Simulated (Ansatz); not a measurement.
```cif
data_structure
_symmetry_space_group_name_H-M 'P 1'
_symmetry_Int_Tables_number 1
_cell_length_a 5.9138
_cell_length_b 5.9138
_cell_length_c 5.9138
_cell_angle_alpha 90.000
_cell_angle_beta 90.000
_cell_angle_gamma 90.000
_cell_volume 206.82
loop_
_atom_site_label
_atom_site_type_symbol
_atom_site_fract_x
_atom_site_fract_y
_atom_site_fract_z
_atom_site_occupancy
Al1 Al 0.75000 0.25000 0.25000 1
Al2 Al 0.25000 0.75000 0.25000 1
Al3 Al 0.25000 0.25000 0.75000 1
Al4 Al 0.75000 0.75000 0.75000 1
Al5 Al 0.50000 0.00000 0.00000 1
Al6 Al 0.00000 0.50000 0.00000 1
Al7 Al 0.00000 0.00000 0.50000 1
Al8 Al 0.50000 0.50000 0.50000 1
```

Space group Fd-3m; set up as Al, diamond; a generated structure, not necessarily the stable one; changed on purpose from its base cell (volume × 0.96).

The calculation used DFT, PBEsol, plane waves (420 eV) with PAW, scalar-relativistic in Ansatz 0.2.0.

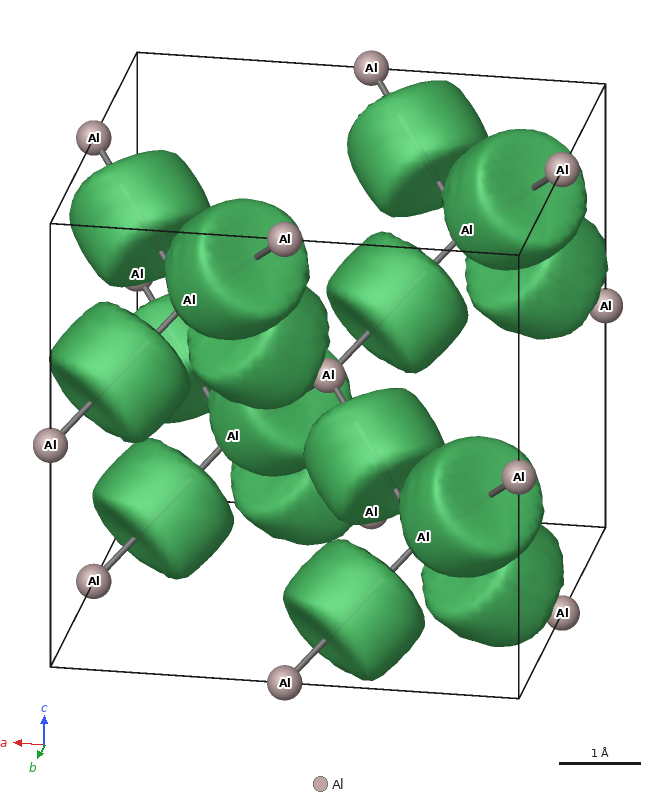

Al. Isosurface of the electron localisation function at 0.7 (green), seen at an oblique angle. Only the valence region is drawn (cores and ρ < 0.01 e/Å³ removed). Sticks mark near contacts.

In a PAW calculation such maps are meaningful between the atoms, not at the nuclei.

> Describe the localisation domains.

The surface consists of 16 regions between bonded Al–Al atoms, counted in one cell of 8 atoms. Regions shared between cells count once.

Values along the shortest contacts:
Al–Al (2.56 Å): the ELF peaks at about 0.90 between the atoms.

> Metal or insulator at this level of theory?

It is gapless in this calculation (a metal or semimetal).
